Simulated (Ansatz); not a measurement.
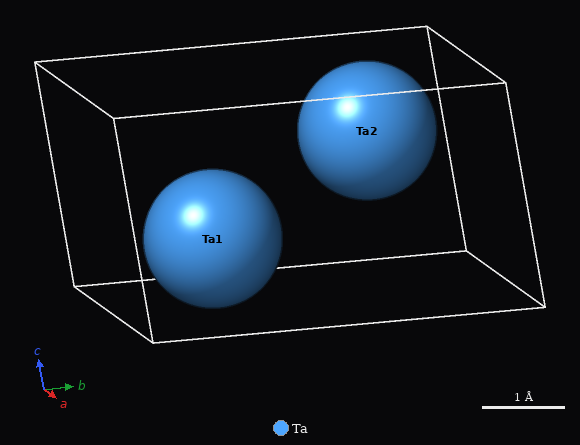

This is the input geometry for a relaxation of solid Ta (set up in P-1). Style: spheres-only. Shown: the cell of the calculation, reduced to other axes, slightly off an axis. Lengths and directions refer to the drawn axes.

The calculation used DFT PBEsol, scalar-relativistic, plane waves, PAW (Ansatz 0.2.0).

The input:
```yaml
crystal:
  lattice:
    - [2.866935449, 0.0, 0.0]
    - [-1.4334677245, 2.4828389298, 0.0]
    - [0.0, 0.0, 5.0914149191]
  atoms:
    - { symbol: Ta, position: [0.6767589124, 0.3429017511, 0.7479967129] }
    - { symbol: Ta, position: [0.3232410876, 0.6570982489, 0.2520032871] }
basis:
  ecutwfc: 420
kpoints:
  mp_grid: { grid: [12, 12, 8] }
hamiltonian:
  xc: pbesol
scf:
  occupations: { method: gaussian, width: 0.15 }
output:
  forces: true
  stress: true
  eigenvalues: true
  write_density: true
  write_potential: true
  elf: true
  volumetric_format: npy
relax:
  adjacent_minimum: "off"
  f_tol: 0.01
  max_steps: 80
```

Launched with:
```bash
ansatz run input.yaml --threads 2 --pin off --max-ram 5120MiB --backend cpu --events-out ev --progress --plain --runs-dir out
```

Question: Where does the relaxation end?

Answer: The largest moves, 0.39 Å, are those of Ta1 and Ta2. Ta1 goes along [1 0 2]. The cell doesn't change. Near-neighbour distances that change, for instance: Ta1–Ta2 3.046 → 3.553 Å, Ta1–Ta2 (another image) 3.080 → 3.553 Å, Ta1–Ta2 (another image) 3.056 → 2.921 Å, Ta1–Ta2 (another image) 3.027 → 2.922 Å. Within 0.06 Å the space group is P2_1/m at the start and Fmmm at the end; at a tighter tolerance small leftover displacements or strains of the cell lower it. Over 4 accepted moves (6 points after the start) the energy falls by 0.288 eV per cell of the calculation. The largest force component goes from 0.25 to 0.0096 eV/Å. The line search rejected the trial step at point 1 of the run. 1 step only repeated the SCF at the same geometry.

Step by step:

| step | E − E(0), meV/atom | largest force component, eV/Å | note |
| --- | --- | --- | --- |
| 0 | 0.00 | 0.2481 |  |
| 1 | 48.40 | 1.6974 | rejected |
| 2 | -8.27 | 0.2453 |  |
| 3 | -40.00 | 0.5474 |  |
| 4 | -114.86 | 0.6020 |  |
| 5 | -143.88 | 0.0096 |  |
| 6 | -143.88 | 0.0096 | same geometry, SCF repeated |

After the run, drawn alike:

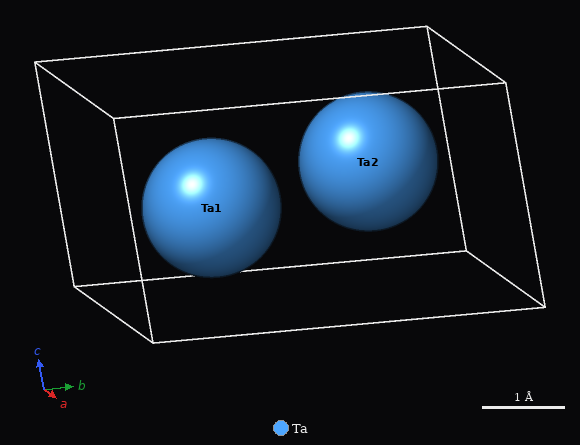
